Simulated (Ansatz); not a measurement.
The calculation's input:

```
crystal:
  lattice:
    - [0.0, 2.1271621055, 2.1271621055]
    - [2.1271621055, 0.0, 2.1271621055]
    - [2.1271621055, 2.1271621055, 0.0]
  atoms:
    - { symbol: Ti, position: [0.0, 0.0, 0.0] }
hamiltonian:
  xc: blyp
  pseudopotentials:
    kind: paw
    azcp:
      Ti: "pseudopotentials/Ti.paw.azcp"
basis:
  ecutwfc: 420
  fft_grid_basis: typed
kpoints:
  mp_grid: { grid: [15, 15, 15], shift: [0, 0, 0] }
magnetization:
  spin_polarized: false
scf:
  occupations: { method: fermi_dirac, width: 0.1 }
  lower_state_search: "off"
output:
  stress: true
  write_density: true
  write_potential: true
  elf: true
  volumetric_format: npy
```

Below, planes, directions and counts refer to the conventional cell (a = 4.25 Å, b = 4.25 Å, c = 4.25 Å, α = 90.00°, β = 90.00°, γ = 90.00°).

Space group Fm-3m; set up as Ti, fcc; a generated structure, not necessarily the stable one; changed on purpose from its base cell (volume × 1.08); computed pressure about −7 GPa in this cell; computed without spin polarisation.

Computed with Ansatz 0.2.0, DFT, BLYP, plane waves (420 eV) with PAW, scalar-relativistic.

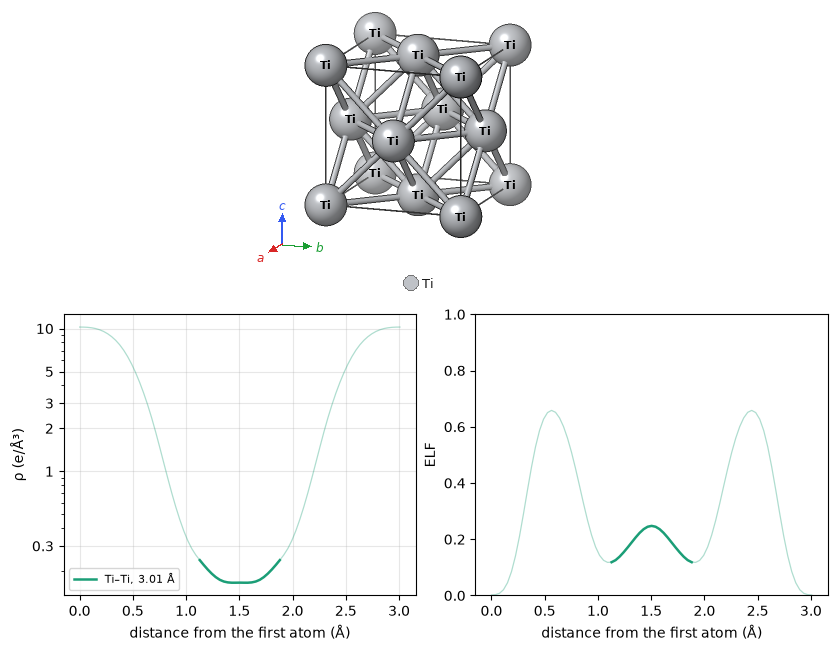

Ti. Valence electron density and ELF along straight lines between neighbouring atoms. Thin, pale parts lie inside the atomic spheres. The structure is drawn too.

In a PAW calculation such maps are meaningful between the atoms, not at the nuclei.

Q: What can be read from the curves?

A: Ti–Ti (3.01 Å): ρ at the midpoint is about 0.17 e/Å³; the ELF is about 0.25 at the midpoint (no shared electron pair shows on this line).
